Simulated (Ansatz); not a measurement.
# SnO₂: 5 runs along one coordinate

System: SnO₂ (P4₂/mnm, 6 atoms in the cell).
Method: Kohn-Sham DFT of a periodic cell, BLYP with D3(BJ), Ansatz PAW, no spin polarisation (Ansatz 0.2.0).

The 5 runs differ only in the geometry, by an even scaling of the cell at fixed fractional positions. The structure derives from an entry of the Crystallography Open Database.

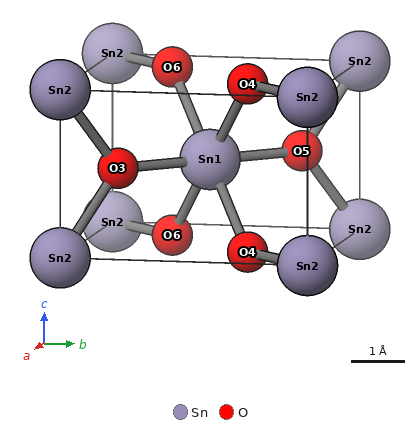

Figure 1. The structure of run 3 (ball-and-stick view of the cell of the calculation, seen slightly off an axis; atoms are numbered from 1 in the order of the input).

## Input of run 3
```yaml
crystal:
  lattice:
    - [4.7693783979, 0.0, 0.0]
    - [0.0, 4.7693783979, 0.0]
    - [0.0, 0.0, 3.207603264]
  atoms:
    - { symbol: Sn, position: [0.5, 0.5, 0.5] }
    - { symbol: Sn, position: [0.0, 0.0, 0.0] }
    - { symbol: O, position: [0.8071, 0.1929, 0.5] }
    - { symbol: O, position: [0.6929, 0.6929, 0.0] }
    - { symbol: O, position: [0.1929, 0.8071, 0.5] }
    - { symbol: O, position: [0.3071, 0.3071, 0.0] }
hamiltonian:
  xc: blyp
  pseudopotentials: { kind: paw }
  dispersion: d3bj
kpoints:
  mp_grid: { grid: [6, 6, 8] }
scf:
  occupations: { method: fermi_dirac, width: 0.05 }
output:
  forces: true
  stress: true
  eigenvalues: true
```

Command:
```bash
ansatz run input.yaml --threads 2 --pin off --max-ram 5120MiB --backend cpu --events-out ev --progress --plain --runs-dir out
```

Run 4 differs from it as follows:
```diff
-    - [4.7693783979, 0.0, 0.0]
-    - [0.0, 4.7693783979, 0.0]
-    - [0.0, 0.0, 3.207603264]
+    - [4.8003492553, 0.0, 0.0]
+    - [0.0, 4.8003492553, 0.0]
+    - [0.0, 0.0, 3.2284324403]
```

## Results, with one run withheld

```csv
run,volume per atom (Å³),"free energy per atom, from the lowest run given (meV)",pressure (GPa),gap on the mesh (eV)
1,11.207,94.85,26.23,2.08
2,11.445,60.47,20.14,1.82
3,12.161,5.04,5.50,1.09
4,12.399,?,?,?
5,12.637,0.00,−1.85,0.66
```

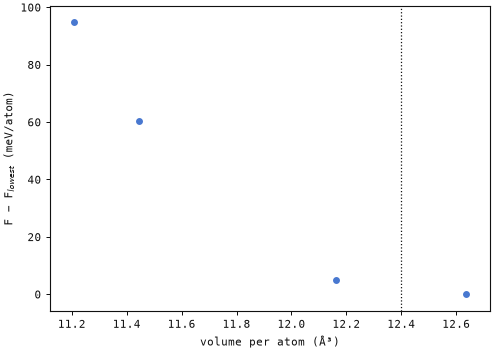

Figure 2. Free energy per atom of the runs given; the dotted line marks run 4.

Estimate the energy of run 4 from the others.

A quadratic polynomial in V^(−2/3) (the Birch–Murnaghan form), fitted to the 4 runs given, misses them by at most 0.17 meV per atom. With x = V^(−2/3) − 0.19250 Å⁻², it reads F = 21.921 + 6649 x + 4.8596e+05 x² (meV per atom). At run 4 it gives −0.32 meV per atom, and the run itself gives −0.21. The slope of the fit gives a pressure −dF/dV of 1.58 GPa there, and the run prints 1.61 GPa. The fit has its minimum at 12.500 Å³ per atom, where V d²F/dV² gives 191 GPa. Cell shape and fractional positions are held, so this is the stiffness under even scaling; the relaxed bulk modulus wasn't computed. The gap on the mesh goes, without turning, from 2.08 eV in run 1 to 0.66 eV in run 5; run 4 has 0.87 eV. These are gaps of this functional on this mesh, which can miss the band edges; they aren't the measured gap.

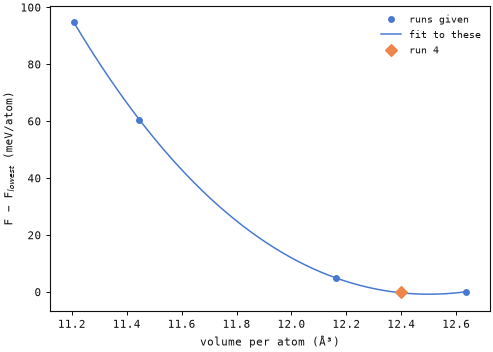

Figure 3. The fit and the withheld run.

## Output, shortened to warnings, some set-up lines, iterations and results (run 4)
```
Basis set: ecut = 420 eV, 1447 PW (Γ), exchange–correlation on 72×72×48 points (8 copies of the dense FFT grid, shifted against one another)
Symmetry: 16 space group operations
k-points: 50 of 288
Initial density: superposition of atomic densities (neutral atoms: chi_scale 0, normalization atom), corrected by the library's trained network
[...]
SCF iter   1: F=—  HF=-14360.896724 eV  |F-HF|=—  |Δ(HF+E_count)|=         —  Δρ=1.81e-2  dr2=1.59e-1  ethr=1.77e-3  ⟨swp⟩=6.0  Hψ=6947  notcnv=0  defer=3
SCF iter   2: F=—  HF=-14360.850613 eV  |F-HF|=—  |Δ(HF+E_count)|=   4.61e-2  Δρ=2.22e-3  dr2=2.45e-3  ethr=3.05e-4  ⟨swp⟩=2.1  Hψ=2905  notcnv=0  defer=88
SCF iter   3: F=—  HF=-14360.850423 eV  |F-HF|=—  |Δ(HF+E_count)|=   1.90e-4  Δρ=1.04e-3  dr2=3.63e-4  ethr=4.72e-6  ⟨swp⟩=2.0  Hψ=2131  notcnv=0  defer=38
SCF iter   4: F=—  HF=-14360.850579 eV  |F-HF|=—  |Δ(HF+E_count)|=   1.55e-4  Δρ=1.09e-4  dr2=5.82e-6  ethr=6.99e-7  ⟨swp⟩=2.3  Hψ=2233  notcnv=0  defer=38
SCF iter   5: F=—  HF=-14360.850530 eV  |F-HF|=—  |Δ(HF+E_count)|=   4.90e-5  Δρ=4.14e-5  dr2=9.46e-7  ethr=1.12e-8  ⟨swp⟩=2.3  Hψ=2513  notcnv=0  defer=38
SCF iter   6: F=-14360.850530 eV  HF=-14360.850530 eV  |F-HF|=7.79e-9  |Δ(HF+E_count)|=   4.30e-7  Δρ=5.66e-6  dr2=1.67e-8  ethr=1.92e-10  ⟨swp⟩=7.7  Hψ=7471  notcnv=0
SCF 1 converged in 6 iterations: F = -14360.850530 eV  dr2 = 1.67e-8
SCF converged after 6 iterations
Free energy (F): -14360.850530 eV
Harris-Foulkes:  -14360.850530 eV  (|F-HF|=7.79e-9)
Internal energy: -14360.850528 eV  (E = F + TS)
E sigma→0 (E₀):  -14360.850529 eV
Entropy (-TS):   -0.000002 eV (-0.000 meV/atom)
Fermi energy:    9.682683 eV
--- Per-component energies (eV) ---
  E_band       = -127.178437
  E_kinetic    = 1083.183176
  E_local      = -2944.620589  (includes V_loc(G=0)·N_el)
  E_nonlocal   = 136.360984
  E_hartree    = 1519.574723
  E_xc         = -1045.892467
  E_vxc        = -554.371407  (∫ρ·V_xc dr)
  E_paw        = -8977.879860  (= ΣΔE_a)
  E_vpaw       = -886.893947  (= ΣTr[D̂ρ^β])
  E_aug_tail   = 0.010168  (compensation charges beyond the density's cutoff)
  E_ewald      = -4128.522879
  E_disp       = -2.822247  (pairwise vdW)
  E_core_change = -0.241536  (= ΣΔE_core)
  E_smearing   = -0.000002  (= −TS)
  E_closure    = 0.000000  (closes the sum)
  Σ components = -14360.850530   (vs F -14360.850530, Δ=0.00e0)
--- Forces (eV/Å), atoms counted from 1 ---
  atom   1  Sn     0.00000000    -0.00000000    -0.00000000
  atom   2  Sn     0.00000000    -0.00000000    -0.00000000
  atom   3  O     -0.14477578     0.14477578     0.00000000
  atom   4  O      0.14477578     0.14477578    -0.00000000
  atom   5  O      0.14477578    -0.14477578    -0.00000000
  atom   6  O     -0.14477578    -0.14477578     0.00000000
  max |Σ_I F_I| component: 5.55e-17 eV/Å
--- Stress (GPa, compression-positive) ---
        1.000964       0.000000       0.000000
        0.000000       1.000964       0.000000
        0.000000       0.000000       2.830345
  P = ⅓ Tr σ = 1.6108 GPa (16.108 kbar)
```

Notes: Points of doubt noted for this run: forces on files of another functional.
